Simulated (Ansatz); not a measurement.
**Geometry relaxation, with input and output: SiC (part 2 of 2)**

SiC (P6₃mc, 16 atoms in the cell); DFT PBE, scalar-relativistic, plane waves, PAW, no spin polarisation (Ansatz 0.2.0); cutoff 420 eV, 12×12×2 k-mesh, Gaussian smearing of 0.02 eV. The structure derives from an entry of the Crystallography Open Database. It belongs to a series of runs on one base structure; here: volume × 1.06, shape and atoms relaxed.

Geometry of the input (Å; fractional positions):
```
3.1560  0.0000  0.0000
-1.5780  2.7331  0.0000
0.0000  0.0000  20.6394
Si 0.3333  0.6667  0.2501
Si 0.6667  0.3333  0.7501
Si 0.3333  0.6667  0.6250
Si 0.6667  0.3333  0.1250
Si 0.0000  0.0000  0.0001
Si 0.0000  0.0000  0.5001
Si 0.3333  0.6667  0.8752
Si 0.6667  0.3333  0.3752
C  0.3333  0.6667  0.9689
C  0.6667  0.3333  0.4689
C  0.0000  0.0000  0.0939
C  0.0000  0.0000  0.5939
C  0.3333  0.6667  0.3441
C  0.6667  0.3333  0.8441
C  0.3333  0.6667  0.7187
C  0.6667  0.3333  0.2187
```

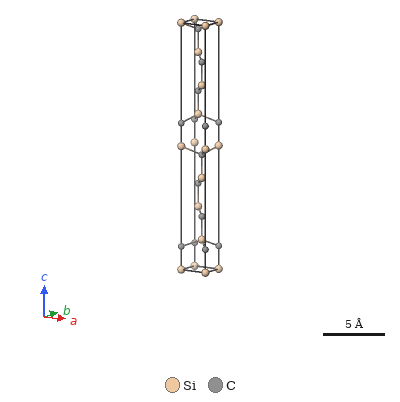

**Figure 1.** The geometry at step 2 of the log (ball-and-stick view of the cell of the calculation, seen slightly off an axis).

**Output, continued**
```
--- Band table (eV; the first three rows and the last of 38) ---
  k-point 0: bands = ["-6.2616", "-5.9905", "-5.9577", "-5.1448", "-5.1278", "-3.8897", "-3.8614", "-2.9589", "0.4386", "1.8069", "1.8419", "4.4071", "4.4270", "7.1088", "7.1340", "7.5197", "7.5197", "7.6118", "7.6118", "7.6929", "7.6929", "7.9712", "7.9712", "8.0333", "8.0333", "8.3898", "8.3898", "8.4475", "8.4475", "8.5929", "8.6213", "8.6213", "13.2074", "13.2783", "13.5781", "13.8418", "13.9638", "14.1895", "14.3497", "14.6495", "15.1981", "15.1981", "15.2624", "15.2624", "15.4711", "15.6663", "15.7413", "15.7413"]
  k-point 1: bands = ["-6.1896", "-6.1896", "-5.6198", "-5.6198", "-4.5409", "-4.5409", "-3.2525", "-3.2525", "0.8506", "0.8506", "3.0595", "3.0595", "5.8076", "5.8076", "7.5502", "7.5502", "7.5502", "7.5502", "7.8094", "7.8094", "7.8094", "7.8094", "8.1643", "8.1643", "8.2167", "8.2167", "8.2167", "8.2167", "8.5679", "8.5679", "8.5679", "8.5679", "13.2372", "13.2372", "13.6885", "13.6885", "14.1735", "14.1735", "14.4132", "14.4132", "15.2323", "15.2323", "15.2323", "15.2323", "15.4585", "15.4585", "15.6832", "15.6832"]
  k-point 2: bands = ["-6.1477", "-5.8776", "-5.8446", "-5.0349", "-5.0176", "-3.7859", "-3.7576", "-2.8630", "0.5394", "1.8888", "1.9239", "4.4362", "4.4568", "6.8488", "6.9413", "6.9837", "7.0173", "7.0892", "7.2961", "7.4197", "7.4823", "7.4867", "7.5436", "7.8352", "7.8829", "8.0002", "8.0305", "8.1913", "8.3158", "8.3632", "8.5191", "8.5707", "13.5775", "13.6585", "13.8865", "14.1482", "14.2251", "14.4469", "14.6205", "14.7923", "14.9199", "15.0389", "15.0540", "15.3332", "15.3927", "15.4104", "15.5346", "15.5679"]
  k-point 37: bands = ["-2.0411", "-2.0411", "-1.9394", "-1.9394", "-1.9179", "-1.9179", "-1.8787", "-1.8787", "1.3442", "1.3442", "1.5733", "1.5733", "1.5852", "1.5852", "1.9774", "1.9774", "2.9967", "2.9967", "3.5486", "3.5486", "3.7759", "3.7759", "4.2352", "4.2352", "5.5706", "5.5706", "5.9520", "5.9520", "6.1323", "6.1323", "6.6776", "6.6776", "12.1728", "12.1728", "12.4325", "12.4325", "13.2559", "13.2559", "14.6095", "14.6095", "14.7051", "14.7051", "16.7338", "16.7338", "17.0314", "17.0314", "17.1364", "17.1364"]
--- Relaxed structure (2 steps of the walk, 2 accepted, 1 SCFs on fresh bases) ---
  F+E_penalty+E_count = -7096.92838246 eV   max|allowed force component| = 7.907e-3 eV/Å   (the final SCF, on the basis selected at the relaxed cell)
  cell:  # Å, volume = 178.0285 Å³
    - [3.155744032244815, -2.886546832221257e-11, -2.4290740432055083e-21]
    - [-1.577872016097409, 2.732954499779581, -2.886578384894473e-21]
    - [-1.588569787824534e-20, -3.096969329496267e-20, 20.64216697566757]
  atoms:
    - { symbol: Si, position: [0.33333333333333326, 0.6666666666666665, 0.2500927280785893] }
    - { symbol: Si, position: [0.6666666666666666, 0.3333333333333333, 0.7500927280785893] }
    - { symbol: Si, position: [0.33333333333333326, 0.6666666666666665, 0.6249993304677529] }
    - { symbol: Si, position: [0.6666666666666666, 0.3333333333333333, 0.1249993304677529] }
    - { symbol: Si, position: [-4.564530600814159e-22, -9.129061201774123e-22, 9.739349435249597e-5] }
    - { symbol: Si, position: [-4.5645306008116745e-22, -9.12906120176753e-22, 0.5000973934943526] }
    - { symbol: Si, position: [0.33333333333333326, 0.6666666666666665, 0.8751949589754657] }
    - { symbol: Si, position: [0.6666666666666666, 0.3333333333333333, 0.3751949589754657] }
    - { symbol: C, position: [0.33333333333333326, 0.6666666666666665, 0.9689203605596476] }
    - { symbol: C, position: [0.6666666666666666, 0.3333333333333333, 0.4689203605596475] }
    - { symbol: C, position: [2.767400560408411e-22, 5.534801120906596e-22, 0.09385562447004232] }
    - { symbol: C, position: [2.7674005604110854e-22, 5.534801120907062e-22, 0.5938556244700423] }
    - { symbol: C, position: [0.33333333333333326, 0.6666666666666665, 0.34411657451007094] }
    - { symbol: C, position: [0.6666666666666666, 0.3333333333333333, 0.8441165745100708] }
    - { symbol: C, position: [0.33333333333333326, 0.6666666666666665, 0.7187230293440787] }
    - { symbol: C, position: [0.6666666666666666, 0.3333333333333333, 0.21872302934407875] }
```

**Trajectory as extended XYZ (Å, eV, eV/Å), 3 frames, from step=1 to step=3**
```
16
Lattice="3.1560 0.0000 0.0000 -1.5780 2.7331 0.0000 0.0000 0.0000 20.6394" Properties=species:S:1:pos:R:3:forces:R:3 step=1 energy=-7096.92840 pressure_GPa=-11.02
Si    0.0000    1.8221    5.1620    0.0000   0.0000  -0.0141
Si    1.5780    0.9110   15.4817    0.0000   0.0000  -0.0141
Si    0.0000    1.8221   12.8995    0.0000   0.0000   0.0044
Si    1.5780    0.9110    2.5798    0.0000   0.0000   0.0044
Si    0.0000    0.0000    0.0019    0.0000   0.0000  -0.0008
Si    0.0000    0.0000   10.3216    0.0000   0.0000  -0.0008
Si    0.0000    1.8221   18.0632    0.0000   0.0000   0.0043
Si    1.5780    0.9110    7.7435    0.0000   0.0000   0.0043
C     0.0000    1.8221   19.9979    0.0000   0.0000  -0.0005
C     1.5780    0.9110    9.6782    0.0000   0.0000  -0.0005
C     0.0000    0.0000    1.9372    0.0000   0.0000  -0.0008
C     0.0000    0.0000   12.2569    0.0000   0.0000  -0.0008
C     0.0000    1.8221    7.1024    0.0000   0.0000   0.0082
C     1.5780    0.9110   17.4221    0.0000   0.0000   0.0082
C     0.0000    1.8221   14.8342    0.0000   0.0000  -0.0007
C     1.5780    0.9110    4.5145    0.0000   0.0000  -0.0007
16
Lattice="3.1557 0.0000 0.0000 -1.5779 2.7330 0.0000 0.0000 0.0000 20.6422" Properties=species:S:1:pos:R:3:forces:R:3 step=2 energy=-7096.92841 pressure_GPa=-11.02
Si    0.0000    1.8220    5.1625    0.0000   0.0000  -0.0075
Si    1.5779    0.9110   15.4835    0.0000   0.0000  -0.0075
Si    0.0000    1.8220   12.9013    0.0000   0.0000  -0.0003
Si    1.5779    0.9110    2.5803    0.0000   0.0000  -0.0003
Si    0.0000    0.0000    0.0020    0.0000   0.0000  -0.0018
Si    0.0000    0.0000   10.3231    0.0000   0.0000  -0.0018
Si    0.0000    1.8220   18.0659    0.0000   0.0000  -0.0020
Si    1.5779    0.9110    7.7448    0.0000   0.0000  -0.0020
C     0.0000    1.8220   20.0006    0.0000   0.0000   0.0013
C     1.5779    0.9110    9.6795    0.0000   0.0000   0.0013
C     0.0000    0.0000    1.9374    0.0000   0.0000   0.0016
C     0.0000    0.0000   12.2585    0.0000   0.0000   0.0016
C     0.0000    1.8220    7.1033    0.0000   0.0000   0.0079
C     1.5779    0.9110   17.4244    0.0000   0.0000   0.0079
C     0.0000    1.8220   14.8360    0.0000   0.0000   0.0008
C     1.5779    0.9110    4.5149    0.0000   0.0000   0.0008
16
Lattice="3.1557 0.0000 0.0000 -1.5779 2.7330 0.0000 0.0000 0.0000 20.6422" Properties=species:S:1:pos:R:3:forces:R:3 step=3 energy=-7096.92838 pressure_GPa=-11.02
Si    0.0000    1.8220    5.1625    0.0000   0.0000  -0.0075
Si    1.5779    0.9110   15.4835    0.0000   0.0000  -0.0075
Si    0.0000    1.8220   12.9013    0.0000   0.0000  -0.0003
Si    1.5779    0.9110    2.5803    0.0000   0.0000  -0.0003
Si    0.0000    0.0000    0.0020    0.0000   0.0000  -0.0018
Si    0.0000    0.0000   10.3231    0.0000   0.0000  -0.0018
Si    0.0000    1.8220   18.0659    0.0000   0.0000  -0.0020
Si    1.5779    0.9110    7.7448    0.0000   0.0000  -0.0020
C     0.0000    1.8220   20.0006    0.0000   0.0000   0.0013
C     1.5779    0.9110    9.6795    0.0000   0.0000   0.0013
C     0.0000    0.0000    1.9374    0.0000   0.0000   0.0016
C     0.0000    0.0000   12.2585    0.0000   0.0000   0.0016
C     0.0000    1.8220    7.1033    0.0000   0.0000   0.0079
C     1.5779    0.9110   17.4244    0.0000   0.0000   0.0079
C     0.0000    1.8220   14.8360    0.0000   0.0000   0.0008
C     1.5779    0.9110    4.5149    0.0000   0.0000   0.0008
```

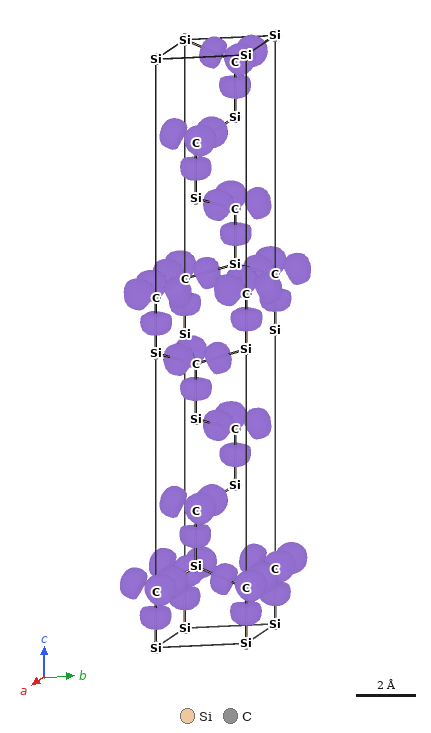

**Figure 2.** Isosurface of the electron localisation function at 0.8 (purple), seen slightly off an axis. Core shells and regions of very low density are left out. Sticks mark near contacts. The outline is the cell set on symmetry axes. Along the contacts the grid gives the following. Si–C (1.93 Å): the ELF peaks at about 0.95 between the atoms, which marks a shared electron pair. The fields are those of the smooth PAW valence density.

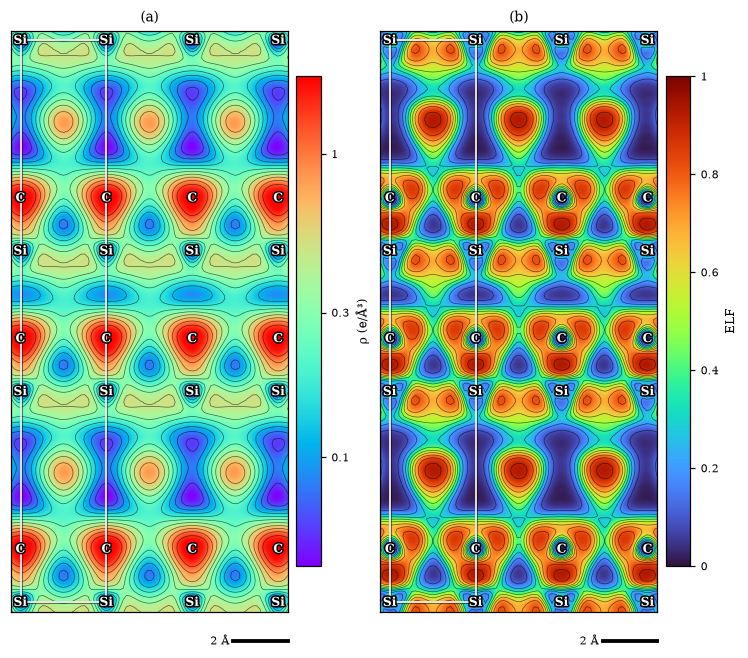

**Figure 3.** (a) valence pseudo-density; (b) ELF on the (010) plane of the conventional cell. Away from the nuclei the density in this plane falls to 0.04 e/Å³ at its lowest.

**Summary**

- outcome: converged
- space group (tolerance 0.01 Å): P6₃mc (186)
- electrons treated: 64
- free energy: −7096.9284 eV
- Fermi energy: 9.520 eV
- gap on the k-point mesh: 1.80 eV
- pressure: −11.02 GPa
- final volume: 178.03 Å³
- largest force (length of the vector) at the end: 0.008 eV/Å
- final cell: a = 3.156 Å, b = 3.156 Å, c = 20.642 Å, α = 90.00°, β = 90.00°, γ = 120.00°
- hardware: 4 threads of AMD EPYC (Zen 3), 189 GiB of memory available, shared host
- wall time: 60 s (CPU time 3.5 min)
- peak memory: 0.72 GiB

**Notes**

The cell is under a tension of 11.0 GPa at this level, so it is not at its equilibrium volume.
